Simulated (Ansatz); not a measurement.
**A series of single points on SiO₂**

System: SiO₂ (P4₂/mnm, 6 atoms in the cell).
Method: Kohn-Sham DFT of a periodic cell, PBEsol, all-electron LAPW, scalar-relativistic, no spin polarisation (Ansatz 0.2.0).

The 7 runs differ only in the geometry, by an even scaling of the cell at fixed fractional positions. The structure derives from a Materials Project entry.

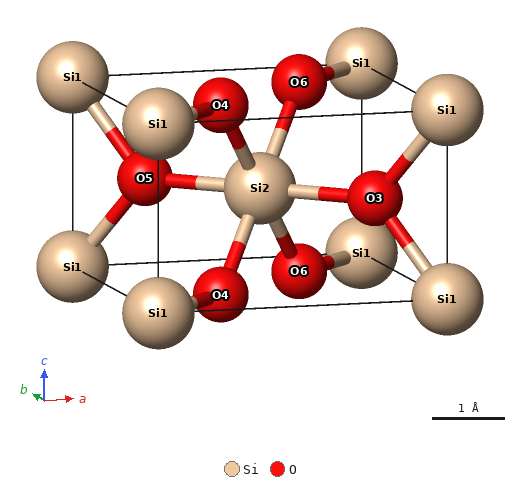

Figure 1. The structure of run 4 (ball-and-stick view of the cell of the calculation, seen slightly off an axis; atoms are numbered from 1 in the order of the input). An atom can appear more than once, as a periodic image.

**Input of run 4**
```yaml
crystal:
  lattice:
    - [4.233169, 0.0, 0.0]
    - [0.0, 4.233169, 0.0]
    - [0.0, 0.0, 2.693495]
  atoms:
    - { symbol: Si, position: [0.0, 0.0, 0.0] }
    - { symbol: Si, position: [0.5, 0.5, 0.5] }
    - { symbol: O, position: [0.806839, 0.193161, 0.5] }
    - { symbol: O, position: [0.306839, 0.306839, 0.0] }
    - { symbol: O, position: [0.193161, 0.806839, 0.5] }
    - { symbol: O, position: [0.693161, 0.693161, 0.0] }
kpoints:
  mp_grid: { grid: [6, 6, 10] }
scf:
  occupations: { method: fermi_dirac, width: 0.05 }
hamiltonian:
  xc: pbesol
  pseudopotentials: { kind: all_electron, lapw: { basis_error: 0.001 } }
output:
  forces: true
  stress: true
  eigenvalues: true
```

Command:
```bash
ansatz run input.yaml --threads 4 --pin off --max-ram 12288MiB --backend cpu --events-out ev --progress --plain --runs-dir out
```

Run 6 differs from it as follows:
```diff
-    - [4.233169, 0.0, 0.0]
-    - [0.0, 4.233169, 0.0]
-    - [0.0, 0.0, 2.693495]
+    - [4.2888749803, 0.0, 0.0]
+    - [0.0, 4.2888749803, 0.0]
+    - [0.0, 0.0, 2.7289397884]
```

**Results, with one run withheld**

| run | volume per atom (Å³) | free energy per atom, from the lowest run given (meV) | pressure (GPa) | gap on the mesh (eV) |
| --- | --- | --- | --- | --- |
| 1 | 7.562 | 12.60 | 13.65 | 6.09 |
| 2 | 7.723 | 2.73 | 6.15 | 5.71 |
| 3 | 7.884 | 0.00 | −0.59 | 5.35 |
| 4 | 8.044 | 3.70 | −6.66 | 5.00 |
| 5 | 8.205 | 13.17 | −12.11 | 4.66 |
| 6 | 8.366 | ? | ? | ? |
| 7 | 8.527 | 47.18 | −21.42 | 4.03 |

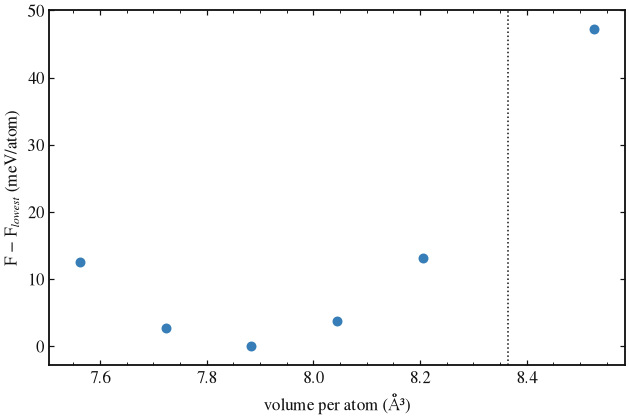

Figure 2. Free energy per atom of the runs given; the dotted line marks run 6.

What should run 6 give?

A cubic polynomial in V^(−2/3) (the Birch–Murnaghan form), fitted to the 6 runs given, misses them by at most 0.01 meV per atom. With x = V^(−2/3) − 0.25041 Å⁻², it reads F = 1.5114 − 1291.9 x + 2.7225e+05 x² + 1.4183e+05 x³ (meV per atom). At run 6 it gives 27.84 meV per atom, and the run itself gives 27.84. The slope of the fit gives a pressure −dF/dV of −17.01 GPa there, and the run prints −17.01 GPa. The fit has its minimum at 7.868 Å³ per atom, where V d²F/dV² gives 316 GPa. Cell shape and fractional positions are held, so this is the stiffness under even scaling; the relaxed bulk modulus wasn't computed. The gap on the mesh goes, without turning, from 6.09 eV in run 1 to 4.03 eV in run 7; run 6 has 4.34 eV. These are gaps of this functional on this mesh, which can miss the band edges; they aren't the measured gap.

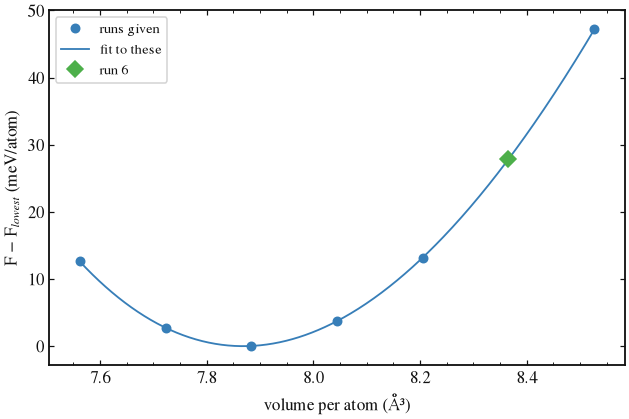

Figure 3. The fit and the withheld run.

**Output, shortened to warnings, some set-up lines, iterations and results (run 6)**
```
Basis set: ecut = 436.03031180972204 eV, 1057 PW (Γ), exchange–correlation at level 2
Symmetry: 16 space group operations
k-points: 60 of 360
Initial density: superposition of atomic densities (chi_scale 0.1, normalization cell, long waves kept (reshape's long-wave potential 0.01 eV rms))
[...]
SCF iter   1: F=—  HF=-23933.655138 eV  |F-HF|=—  |Δ(HF+E_count)|=         —  Δρ=1.35e-1  dr2=7.78e0  ethr=1.39e-2  ⟨swp⟩=2.0  Hψ=13779  notcnv=0
SCF iter   2: F=—  HF=-23929.484855 eV  |F-HF|=—  |Δ(HF+E_count)|=    4.17e0  Δρ=3.25e-2  dr2=3.25e-1  ethr=5.82e-4  ⟨swp⟩=2.4  Hψ=10910  notcnv=0
SCF iter   3: F=—  HF=-23929.413458 eV  |F-HF|=—  |Δ(HF+E_count)|=         —  Δρ=2.62e-2  dr2=2.76e-1  ethr=5.81e-4  ⟨swp⟩=2.0  Hψ=6184  notcnv=0
SCF iter   4: F=—  HF=-23929.400067 eV  |F-HF|=—  |Δ(HF+E_count)|=   1.34e-2  Δρ=8.29e-3  dr2=2.47e-2  ethr=4.93e-4  ⟨swp⟩=2.0  Hψ=6179  notcnv=0
SCF iter   5: F=—  HF=-23929.399544 eV  |F-HF|=—  |Δ(HF+E_count)|=   5.23e-4  Δρ=1.72e-3  dr2=1.14e-3  ethr=4.42e-5  ⟨swp⟩=2.1  Hψ=5870  notcnv=0  defer=1
SCF iter   6: F=—  HF=-23929.399673 eV  |F-HF|=—  |Δ(HF+E_count)|=   1.29e-4  Δρ=2.52e-4  dr2=3.07e-5  ethr=2.04e-6  ⟨swp⟩=2.0  Hψ=5854  notcnv=0
SCF iter   7: F=—  HF=-23929.399682 eV  |F-HF|=—  |Δ(HF+E_count)|=   8.30e-6  Δρ=1.93e-5  dr2=2.21e-7  ethr=5.48e-8  ⟨swp⟩=2.5  Hψ=5859  notcnv=0
SCF iter   8: F=-23929.399681 eV  HF=-23929.399682 eV  |F-HF|=1.12e-8  |Δ(HF+E_count)|=   1.37e-8  Δρ=5.49e-6  dr2=1.47e-8  ethr=3.94e-10  ⟨swp⟩=3.0  Hψ=6464  notcnv=0
SCF 1 converged in 8 iterations: F = -23929.399681 eV  dr2 = 1.47e-8
SCF converged after 8 iterations
Free energy (F): -23929.399681 eV
Harris-Foulkes:  -23929.399682 eV  (|F-HF|=1.12e-8)
Internal energy: -23929.399681 eV  (E = F + TS)
E sigma→0 (E₀):  -23929.399681 eV
Fermi energy:    12.540134 eV
--- Per-component energies (eV) ---
  E_band       = -5327.456711
  E_kinetic    = 23935.712311
  E_xc         = -2017.875352
  E_electrostatic = -45847.236641  (all electrons and nuclei)
  E_smearing   = -0.000000  (= −TS)
  E_closure    = 0.000000  (closes the sum)
  E_atoms      = -23880.500076  (free atoms, spherical and without spin; not in F)
  Σ components = -23929.399681   (vs F -23929.399681, Δ=0.00e0)
  Basis errors (estimates in eV, not in F): energy 4.9e-4 per atom: plane waves 4.5e-4 (2.7e-4 summed), levels above the bands 3.1e-81, relativity 6.2e-8, radial functions 4.6e-5, core shells 4.0e-12; eigenvalues (radial functions only) 2.3e-6; not estimated: angular momenta, meshes, grids; target …
--- Forces (eV/Å), atoms counted from 1 ---
  atom   1  Si     0.00000000    -0.00000000     0.00000000
  atom   2  Si     0.00000000     0.00000000     0.00000000
  atom   3  O      0.21080079    -0.21080079     0.00000000
  atom   4  O      0.21080079     0.21080079     0.00000000
  atom   5  O     -0.21080079     0.21080079     0.00000000
  atom   6  O     -0.21080079    -0.21080079     0.00000000
  max |Σ_I F_I| component: 2.78e-17 eV/Å
--- Stress (GPa, compression-positive) ---
      -15.905152       0.000000       0.000000
        0.000000     -15.905152       0.000000
        0.000000       0.000000     -19.231861
  P = ⅓ Tr σ = -17.0141 GPa (-170.141 kbar)
```
